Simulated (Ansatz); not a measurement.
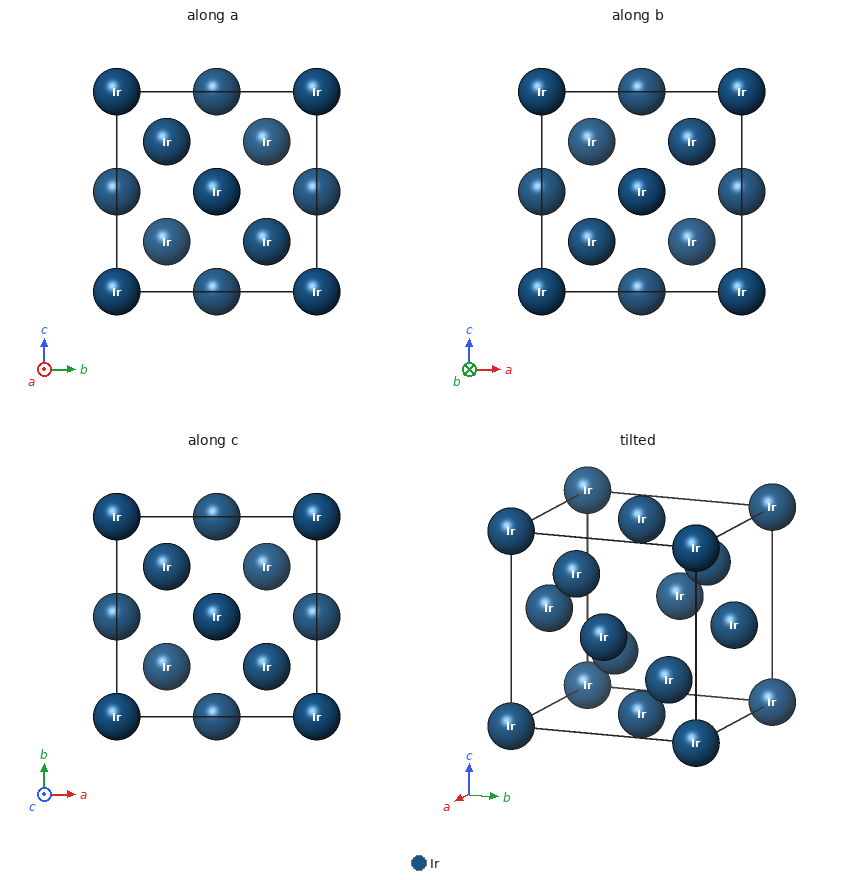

The structure above is drawn in spheres-only style and viewed along the a axis, along the b axis, along the c axis and slightly off an axis. The frame is the conventional unit cell; atoms at its boundary are shown with their periodic copies.

Lattice parameters: a = 5.5271 Å, b = 5.5271 Å, c = 5.5271 Å, α = 90.000°, β = 90.000°, γ = 90.000°.

Question: From the views, write a CIF in P1 with every atom of the cell.

Answer:
```cif
data_structure
_symmetry_space_group_name_H-M 'P 1'
_symmetry_Int_Tables_number 1
_cell_length_a 5.5271
_cell_length_b 5.5271
_cell_length_c 5.5271
_cell_angle_alpha 90.000
_cell_angle_beta 90.000
_cell_angle_gamma 90.000
_cell_volume 168.85
loop_
_atom_site_label
_atom_site_type_symbol
_atom_site_fract_x
_atom_site_fract_y
_atom_site_fract_z
_atom_site_occupancy
Ir1 Ir 0.7500 0.7500 0.2500 1
Ir2 Ir 0.0000 0.5000 0.5000 1
Ir3 Ir 0.7500 0.2500 0.7500 1
Ir4 Ir 0.0000 0.0000 0.0000 1
Ir5 Ir 0.2500 0.7500 0.7500 1
Ir6 Ir 0.5000 0.5000 0.0000 1
Ir7 Ir 0.2500 0.2500 0.2500 1
Ir8 Ir 0.5000 0.0000 0.5000 1
```

Provenance: a structure type filled with this element by a generator (whether the element takes this form wasn't checked). Earlier steps of the study may have refined or changed the cell and positions. Ansatz was used for an electronic-structure calculation on it.
